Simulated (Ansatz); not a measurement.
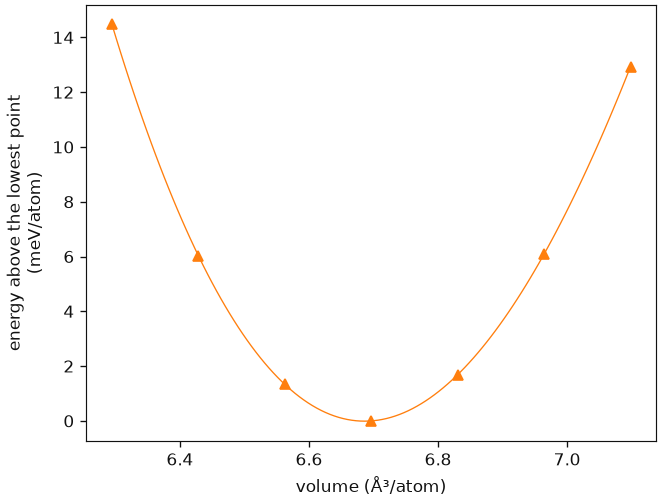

The picture above shows the energy above the lowest point against volume for C, space group Im-3m (No. 229) (one of a set of cubic test structures, which need not be the stable phase).

Computed with Ansatz 0.2.0 development build: equation of state of a cubic crystal from periodic Kohn-Sham density functional theory without spin, third-order Birch-Murnaghan fit to the free energies; pressure corrected for the finite basis. Level: PBE.

structure type bcc; atoms in cell 1; space group number 229; lattice centring body-centred primitive; k mesh 64×64×64; occupation method Fermi–Dirac; occupation width 0.06123 eV; wave cutoff 420 eV; datasets soft-1 PAW; density tolerance 1e−07 eV; bands 6; density cutoff ratio 4; search for lower states default.

> Give the fitted equation-of-state parameters.

A third-order Birch–Murnaghan fit gives V0 = 6.69 Å³/atom, B0 = 182 GPa and B′ = 4.4.

Note: cubic model structure, not the ambient form.

The computed values:

| volume (Å³/atom) | energy above the lowest point (meV/atom) |
| --- | --- |
| 6.2947 | 14.5 |
| 6.4286 | 6.0 |
| 6.5626 | 1.3 |
| 6.6965 | 0.0 |
| 6.8304 | 1.7 |
| 6.9643 | 6.1 |
| 7.0983 | 12.9 |
